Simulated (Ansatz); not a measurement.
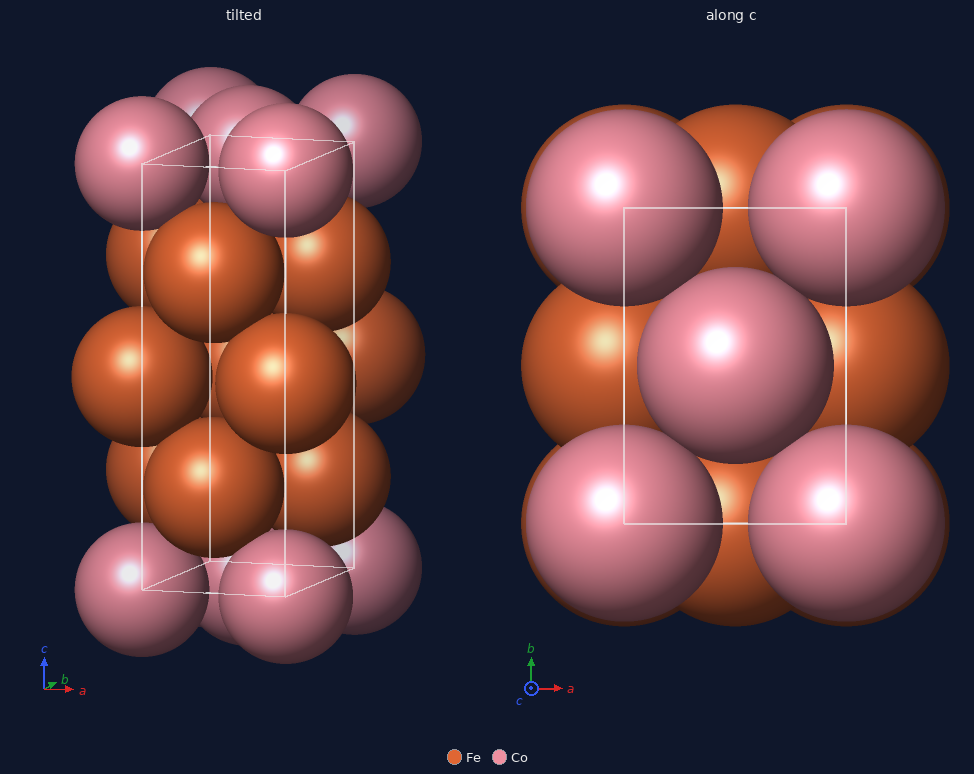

A space-filling rendering, viewed slightly off an axis and along the c axis. One conventional unit cell is outlined, and atoms on its boundary appear in each equivalent place. Cell: a = 2.84 Å, b = 4.03 Å, c = 8.06 Å, α = 90.00°, β = 90.00°, γ = 90.00°.

The model was built from a structure type filled with these elements by a generator (whether the compound takes this form wasn't checked). Earlier steps of the study may have refined or changed the cell and positions. It went into a calculation with Ansatz.

Q: Describe the arrangement of the atoms.

A: Formula: Fe₃Co. The symmetry is that of Cmmm (No. 65), on a base-centred orthorhombic lattice. The cell comprises 2 formula units: 6 Fe, 2 Co. Co is coordinated by four Fe and four Co in a cubic arrangement (about 2.5 Å to Fe, 2.5 Å to Co). Fe takes two kinds of site: 4l with six Fe and two Co in a cubic arrangement (about 2.5 Å to Fe, 2.5 Å to Co); 2d with eight Fe in a cubic arrangement at about 2.5 Å. Not all metal-metal contacts are counted.

The calculation used DFT LDA, scalar-relativistic, plane waves, PAW in Ansatz 0.2.0, with E_cut = 420 eV, k-points about 0.14 Å⁻¹ apart, Gaussian smearing of 0.1 eV, collinear spins.

Q: Which atoms carry magnetic moments in this run, and how do they order?

A: The state reached is ferromagnetic. Sizes: Fe 2.3 to 2.5 μB and Co 1.8 μB; net moment 9.0 μB in the run's cell of 4 atoms.

Q: Is the electronic structure metallic or gapped?

A: A metal: bands cross the Fermi level.

Q: What charge does Bader's analysis assign to each element?

A: Fe -0.01 to +0.05 e; Co -0.09 e.

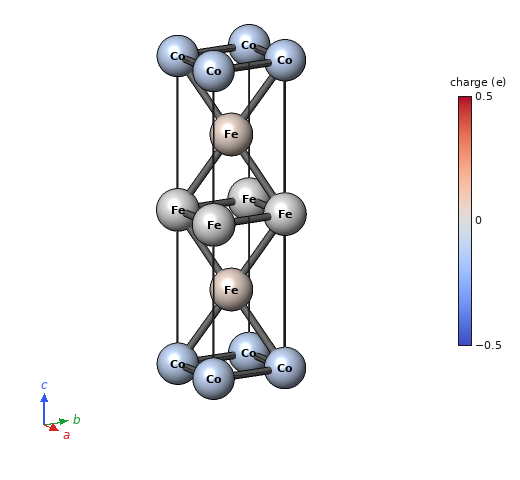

The atoms coloured by those charges. The run's cell of 4 atoms is drawn, so axes and origin can differ from the first picture.

Q: Does this geometry sit at a stationary point of the energy?

A: No. The largest force is 0.01 eV/Å. The pressure is -17.5 GPa, so the cell would contract.
